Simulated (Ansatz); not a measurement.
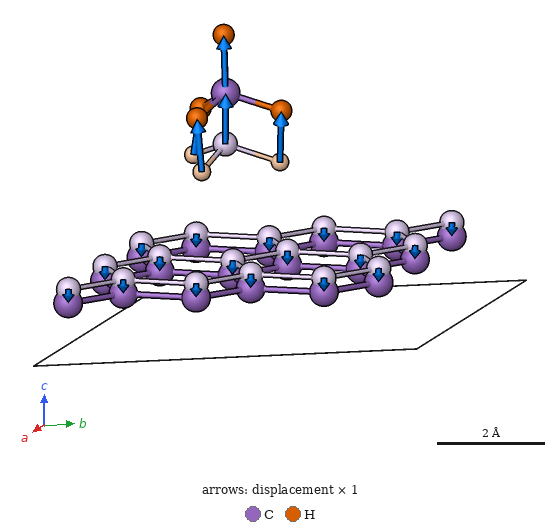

This is a relaxation of a slab of composition H4C19. The starting structure is drawn faded, the final one solid; blue arrows show the displacements, at their true length.

The picture is a ball-and-stick view of the cell of the calculation, outlined in the plane, without the vacuum (origin shifted), seen slightly off an axis.

It is CH4 on graphene monolayer, set down by a guess. The run prepares an end point of a later path (molecule hop) calculation, from a guessed geometry.

Level of theory: DFT PBE-D3(BJ), scalar-relativistic, plane waves, PAW in Ansatz 0.2.0. Set-up: plane-wave cutoff 420 eV; k-point mesh 2 × 2 × 1; occupations fermi dirac; smearing width 0.05 eV; no spin polarisation; atoms relaxed in a fixed cell; force threshold 0.03 eV/Å; at most 60 steps.

**What happened in the run?**

Over 9 accepted moves (11 points after the start) the energy falls by 2.330 eV per cell of the calculation. The largest force component goes from 3.5 to 0.02 eV/Å. The line search rejected the trial step at point 7 of the run. 1 step only repeated the SCF at the same geometry. The largest moves relative to the layer's centre, 1.03 Å, are those of H atoms. Largest moves by element: H 1.03 Å, C 0.98 Å. The cell doesn't change. Some distances before and after: C–C 1.424 → 1.431 Å.

Limits of the set-up: the periodic images lie only 7.4 Å apart, so the values are limited by the cell's size.
